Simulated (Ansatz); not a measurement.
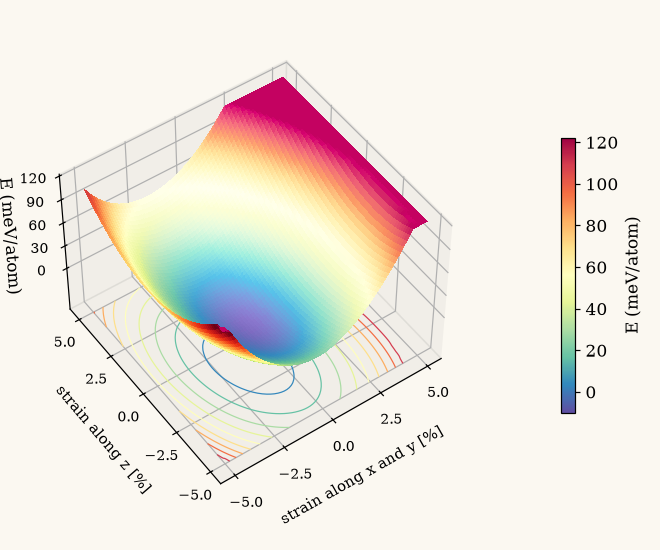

Energy landscape of HfO2 (Fm-3m, No. 225; 3 atoms in the cell). 
- The cell is strained homogeneously, by one strain along x and y and another along z, with fractional coordinates fixed (x, y and z along the cube axes).
- Coordinates scanned: (1) strain along x and y; (2) strain along z.
- The scan uses a 5 × 5 grid.
- Points are written as (first, second).
- All energies are given in meV/atom relative to the unstrained cell.
- The reference cell is the one listed in the database, not relaxed at this level.
- All numbers below come from Ansatz 0.2.0, DFT r2SCAN, scalar-relativistic, plane waves, PAW. Settings: cutoff 500 eV, k-mesh 8×8×8, gaussian smearing 0.05 eV, no spin polarisation.

The picture shows a relief with its contours projected below, any walls above the top of the colour scale cut off. Between grid points the surface is interpolated. 

### What does the map say about the system?

The lowest grid point is at (0.0 %, −2.5 %), −2.3 meV/atom from the unstrained cell. The bottom of the well lies between grid points, at about (−1.1 %, −1.1 %), about 7.6 meV/atom lower on the interpolated surface. It is the only kind of minimum in the scanned range. The highest grid point, (5.0 %, 5.0 %), lies 251 meV/atom above the lowest. Round the minimum the valley is somewhat tilted: raising strain along x and y shifts the best value of strain along z downwards (coupling k₁₂/√(k₁₁k₂₂) about 0.2). The gap on the k-mesh is 4.1 eV at the lowest point and runs from 2.9 to 4.6 eV over the map.

The values on the grid:

| strain along z ↓, strain along x and y → | −5.0 | −2.5 | 0.0 | 2.5 | 5.0 |
| --- | --- | --- | --- | --- | --- |
| 5.0 | 107 | 60 | 74 | 140 | 249 |
| 2.5 | 74 | 18 | 26 | 87 | 193 |
| 0.0 | 66 | 0 | 0 | 55 | 157 |
| −2.5 | 85 | 7 | −2 | 46 | 143 |
| −5.0 | 135 | 43 | 22 | 62 | 152 |
